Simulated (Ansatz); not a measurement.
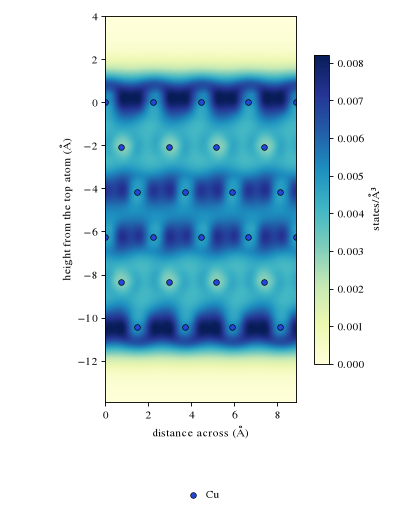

Density of all states between 0.00 and +0.25 eV (zero: the Fermi level) of Cu(111) (Fm-3m bulk, 6 atomic planes (those closer than 0.6 Å count as one), 10 Å): side view, averaged along the second cell vector.

The picture shows the smooth PAW orbitals' density alone, which lacks about 40 % of these states' charge, near the nuclei; the shares below count all of it.

All numbers here come from Ansatz, DFT PBE, scalar-relativistic, plane waves, PAW. Cutoff 420 eV, 21 × 21 k-points, Gaussian smearing 0.1 eV, dipole correction. The slab is a cut without reconstruction beyond its cell, at the source's lattice constants, with its lower half held fixed and the rest relaxed. No spin polarisation. The run couldn't confirm all of its levels under its output density. The run warns that the functional's potential is rough in the thin density of the vacuum, where the tip is; weak contrasts and barriers may feel it.

```xyz
6
Lattice="2.5562 0.0000 0.0000 -1.2781 2.2137 0.0000 0.0000 0.0000 30.4356" Properties=species:S:1:pos:R:3 pbc="T T T"
Cu    1.2781    0.7379   10.0000
Cu    0.0000    1.4758   12.0871
Cu    0.0000    0.0000   14.1742
Cu    1.2781    0.7379   16.2614
Cu    0.0000    1.4758   18.3485
Cu    0.0000    0.0000   20.4356
```

How is this energy window spread over the atomic planes?

The window holds 0.68 states per cell. Shares by plane (space cut midway between planes), top to bottom: Cu 19 %, Cu 13 %, Cu 17 %, Cu 18 %, Cu 13 %, Cu 19 %; the outer planes' shares include the vacuum, and density in a gap between layers is shared out between the planes on either side.
